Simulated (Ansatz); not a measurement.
# Run report: WSi₂ (charge +4), single-point calculation

The run: single-point calculation of WSi₂ (3 atoms in the cell, total charge +4). Method and program: DFT, PBE, plane waves, PAW, no spin polarisation (Ansatz 0.2.0).

The structure derives from an entry of the Crystallography Open Database. Some settings of this run were made unusual or wrong on purpose. Figures and captions count atoms from 1; the log counts them from 0 in places.

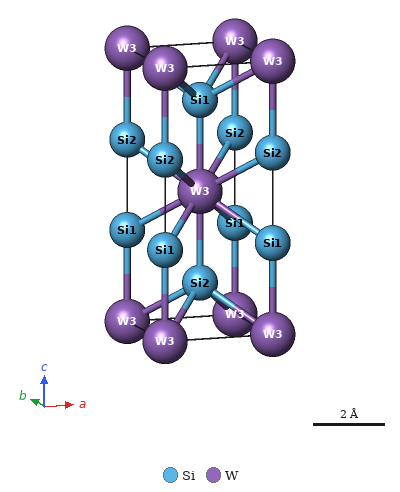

*The structure (ball-and-stick view of the cell 2 times as large as that of the calculation, set on its symmetry axes, seen slightly off an axis; atoms are numbered from 1 in the order of the input).*

Input:
```yaml
crystal:
  lattice:
    - [-1.6145299059, 1.6145299059, 3.9335489512]
    - [1.6145299059, -1.6145299059, 3.9335489512]
    - [1.6145299059, 1.6145299059, -3.9335489512]
  atoms:
    - { symbol: Si, position: [0.3345578122, 0.3345578122, 0.0] }
    - { symbol: Si, position: [0.6654421878, 0.6654421878, 0.0] }
    - { symbol: W, position: [0.0, 0.0, 0.0] }
basis:
  ecutwfc: 420
kpoints:
  mp_grid: { grid: [18, 18, 18] }
hamiltonian:
  xc: pbe
scf:
  occupations: { method: gaussian, width: 0.1 }
  max_iter: 80
output:
  forces: true
  eigenvalues: true
  stress: true
total_charge: 4
```

Launched with:
```bash
ansatz run input.yaml --threads 2 --pin off --max-ram 5120MiB --backend cpu --events-out ev --progress --plain --runs-dir out
```

The program's output:
```
Engine: ansatz 0.2.0, x86_64-unknown-linux-gnu
Pseudopotentials: kind: paw
Pseudopotential: Si, paw, valence charge 4, recommended cutoff 420 eV (normal), Si.paw.azcp
Pseudopotential: W, paw, valence charge 14, recommended cutoff 420 eV (normal), W.paw.azcp
Functional definition: PBE
  parameter kappa = 0.804
  parameter beta = 0.06672455060314922
  exchange = pbe_x(kappa = kappa, mu = beta*pi^2/3)
  correlation = pbe_c(beta = beta)
Crystal: 3 atoms, lattice volume = 41.014 Å³
Basis set: ecut = 420 eV, 793 PW (Γ), exchange–correlation on 64×64×64 points (8 copies of the dense FFT grid, shifted against one another)
Bands: 13, of which v1, the nominal top of the filled ones, is band 9 counted from 1 (8 counted from 0)
Symmetry: 16 space group operations
Space group: I4/mmm (ITA 139), of the structure as read, at distance tolerance 3.4e-5 Å
k-points: 480 of 5832
Non-local potential: Si, projectors of the file, l = 0: 2, l = 1: 2, l = 2: 2
Non-local potential: W, projectors of the file, l = 0: 3, l = 1: 2, l = 2: 2, l = 3: 1
PAW form: soft (Blöchl's): semilocal exchange-correlation on the pseudo side does not see the compensation charge
PAW one-centre angular grid: Si, 110 points (default); XC on 64 Gauss nodes
PAW one-centre angular grid: W, 590 points (default); XC on 64 Gauss nodes
Initial density: superposition of atomic densities (neutral atoms scaled as one to the charged cell's electrons: chi_scale 0, normalization atom), corrected by the library's trained network
Initial wavefunctions: pseudopotential atomic-orbital guess
Functional: x = pbe(κ = 0.804, μ = 0.2195149727645171), c = pbe(β = 0.06672455060314922)
SCF iter   1: F=—  HF=-11751.872636 eV  |F-HF|=—  |Δ(HF+E_count)|=         —  Δρ=4.69e-1  dr2=1.66e2  ethr=1.77e-3  ⟨swp⟩=5.7  Hψ=37901  notcnv=0
preconditioner: auto → Kerker (q_TF=auto, 2.378 Å⁻¹)  [metal: Δε(μ)=0.001 eV  Ē_g=6.298 eV  σ=0.100 eV  W_gap=0.01  n_scr=10 (ndim 8)  ℏωp=18.3 eV  f_vac=0.000  D(μ)=4.57/eV (n_scr^D=76)]
SCF iter   2: F=—  HF=-11716.589838 eV  |F-HF|=—  |Δ(HF+E_count)|=    3.53e1  Δρ=5.02e-2  dr2=2.28e0  ethr=1.77e-3  ⟨swp⟩=4.2  Hψ=23658  notcnv=0  defer=34
SCF iter   3: F=—  HF=-11716.598284 eV  |F-HF|=—  |Δ(HF+E_count)|=   8.45e-3  Δρ=2.16e-2  dr2=2.74e-1  ethr=1.77e-3  ⟨swp⟩=3.8  Hψ=16664  notcnv=0  defer=33
SCF iter   4: F=—  HF=-11716.711910 eV  |F-HF|=—  |Δ(HF+E_count)|=   1.14e-1  Δρ=6.98e-3  dr2=2.34e-2  ethr=1.52e-3  ⟨swp⟩=2.9  Hψ=15105  notcnv=0  defer=34
SCF iter   5: F=—  HF=-11716.705420 eV  |F-HF|=—  |Δ(HF+E_count)|=   6.49e-3  Δρ=1.34e-3  dr2=1.03e-3  ethr=1.30e-4  ⟨swp⟩=2.5  Hψ=10903  notcnv=0  defer=35
SCF iter   6: F=—  HF=-11716.705222 eV  |F-HF|=—  |Δ(HF+E_count)|=   1.98e-4  Δρ=4.94e-4  dr2=1.27e-4  ethr=5.73e-6  ⟨swp⟩=2.4  Hψ=9627  notcnv=0  defer=34
SCF iter   7: F=—  HF=-11716.705184 eV  |F-HF|=—  |Δ(HF+E_count)|=   3.73e-5  Δρ=1.26e-4  dr2=7.79e-6  ethr=7.06e-7  ⟨swp⟩=2.6  Hψ=9761  notcnv=0  defer=34
SCF iter   8: F=—  HF=-11716.705195 eV  |F-HF|=—  |Δ(HF+E_count)|=   1.07e-5  Δρ=1.37e-5  dr2=6.64e-8  ethr=5.56e-10  ⟨swp⟩=6.4  Hψ=41731  notcnv=0
SCF iter   9: F=-11716.705195 eV  HF=-11716.705195 eV  |F-HF|=2.93e-9  |Δ(HF+E_count)|=   1.58e-8  Δρ=3.14e-6  dr2=4.31e-9  ethr=3.69e-10  ⟨swp⟩=2.0  Hψ=22787  notcnv=0
SCF 1 converged in 9 iterations: F = -11716.705195 eV  dr2 = 4.31e-9
  greatest PAW one-centre occupation: 1.000 electrons in one spin orbital (limit 2), on the W atom at site 2 (counted from 0), in its partial waves of l = 0
SCF converged after 9 iterations
Free energy (F): -11716.705195 eV
Harris-Foulkes:  -11716.705195 eV  (|F-HF|=2.93e-9)
Internal energy: -11716.685884 eV  (E = F + TS)
E sigma→0 (E₀):  -11716.695540 eV
Entropy (-TS):   -0.019311 eV (-6.437 meV/atom)
Fermi energy:    14.293658 eV
--- Per-component energies (eV) ---
  E_band       = -147.949092
  E_kinetic    = 458.506578
  E_local      = -952.256193  (includes V_loc(G=0)·N_el)
  E_nonlocal   = 31.247572
  E_hartree    = 356.561496
  E_xc         = -334.086485
  E_vxc        = -276.677633  (∫ρ·V_xc dr)
  E_paw        = -9580.148430  (= ΣΔE_a)
  E_vpaw       = -121.890302  (= ΣTr[D̂ρ^β])
  E_aug_tail   = -0.000064  (compensation charges beyond the density's cutoff)
  E_ewald      = -1696.510358
  E_smearing   = -0.019311  (= −TS)
  E_closure    = -0.000000  (closes the sum)
  E_deformation_potential = 96.490973  (in the stress; not in F)
  Σ components = -11716.705195   (vs F -11716.705195, Δ=0.00e0)
--- Forces (eV/Å), atoms counted from 1 ---
  atom   1  Si    -0.00000000     0.00000000    -0.99422008
  atom   2  Si     0.00000000     0.00000000     0.99422008
  atom   3  W     -0.00000000     0.00000000     0.00000000
  max |Σ_I F_I| component: 2.22e-16 eV/Å
--- Stress (GPa, compression-positive) ---
       98.176250       0.000000       0.000000
        0.000000      98.176250       0.000000
        0.000000       0.000000     111.505031
  P = ⅓ Tr σ = 102.6192 GPa (1026.192 kbar)
--- Band table (eV; the first three rows and the last of 480) ---
  k-point 0: bands = ["-59.0530", "-23.1334", "-23.0621", "-23.0621", "3.7237", "10.5073", "13.3748", "13.8484", "14.1248", "14.1248", "16.6587", "20.1623", "20.5317"]
  k-point 1: bands = ["-59.0527", "-23.1325", "-23.0671", "-23.0666", "3.8225", "10.5950", "13.2790", "13.4102", "13.9338", "14.7577", "16.3446", "19.8067", "20.3118"]
  k-point 2: bands = ["-59.0516", "-23.1297", "-23.0813", "-23.0795", "4.1143", "10.8445", "12.7043", "13.4482", "13.5184", "15.4584", "15.5374", "19.2419", "20.1439"]
  k-point 479: bands = ["-59.0529", "-23.1443", "-23.0629", "-23.0629", "6.0793", "6.5429", "13.0231", "14.0907", "15.7672", "15.7672", "16.7762", "16.8657", "16.8657"]
```

Outcome:

- outcome: converged
- space group (tolerance 0.01 Å): I4/mmm (139)
- electrons treated: 18
- free energy: −11716.7052 eV
- Fermi energy: 14.294 eV
- gap on the k-point mesh: none (metallic)
- pressure: 102.62 GPa
- largest force (length of the vector): 0.994 eV/Å
- hardware: 2 threads of AMD EPYC (Zen 5), 64 GiB of memory available, shared host
- wall time: 3.9 s (CPU time 7.5 s)
- peak memory: 0.58 GiB

What went wrong:

The input was spoiled on purpose: a charge that the system can't hold (`total_charge`). The cell cannot bind or give up so many electrons; the background charge dominates. The run converged all the same; its numbers are those of the faulty input and shouldn't be used.
